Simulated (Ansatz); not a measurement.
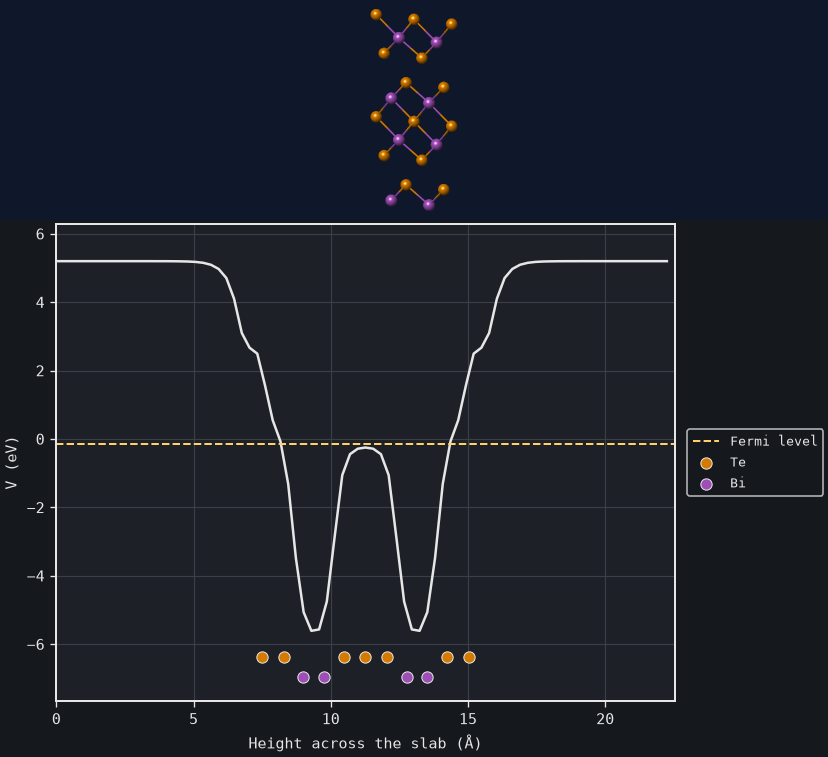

Plane-averaged electrostatic potential energy of an electron across the slab; circles at the bottom mark the heights of the atoms. The structure is drawn too.

The Ansatz input:

```
crystal:
  lattice:
    - [4.3808388107, 0.0, 0.0]
    - [-2.1904194054, 10.1865714841, 0.0]
    - [0.0, 0.0, 22.529134022]
  atoms:
    - { symbol: Te, position: [0.5231189703, 0.0462379405, 0.3329022763] }
    - { symbol: Te, position: [0.2129645735, 0.4259291469, 0.3679938597] }
    - { symbol: Bi, position: [0.9326249402, 0.8652498804, 0.3997121319] }
    - { symbol: Bi, position: [0.6367319706, 0.2734639412, 0.4331901445] }
    - { symbol: Te, position: [0.3563923374, 0.7127846747, 0.4649084167] }
    - { symbol: Te, position: [0.0462379405, 0.0924758811, 0.5] }
    - { symbol: Te, position: [0.7360835437, 0.4721670875, 0.5350915833] }
    - { symbol: Bi, position: [0.4557439105, 0.911487821, 0.5668098555] }
    - { symbol: Bi, position: [0.1598509409, 0.3197018817, 0.6002878681] }
    - { symbol: Te, position: [0.8795113076, 0.7590226153, 0.6320061403] }
    - { symbol: Te, position: [0.5693569108, 0.1387138216, 0.6670977237] }
basis:
  ecutwfc: 420
kpoints:
  mp_grid: { grid: [8, 4, 1] }
hamiltonian:
  xc: pbesol
scf:
  occupations: { method: gaussian, width: 0.05 }
output:
  forces: true
  stress: true
  eigenvalues: true
  write_density: true
  write_potential: true
  elf: true
  volumetric_format: npy
efield:
  axis: 3
  dipole_correction: true
  ramp_width: 0.04
```

Command:
```bash
ansatz run input.yaml --threads 1 --pin off --max-ram 2560MiB --backend cpu --events-out ev --progress --plain --runs-dir out
```

**Read off the work function of each face.**

The work function is 5.35 eV, the same on both faces. The two vacuum levels agree, so the slab has no net dipole along its normal.

**How thick are slab and vacuum?**

The outermost atoms are 7.5 Å apart, which leaves 15.0 Å of vacuum in a cell 22.5 Å high.

The atoms aren't at rest in this cell (largest force 1.1 eV/Å), so the relaxed material can differ. Spin-orbit coupling is left out, which matters for Bi.
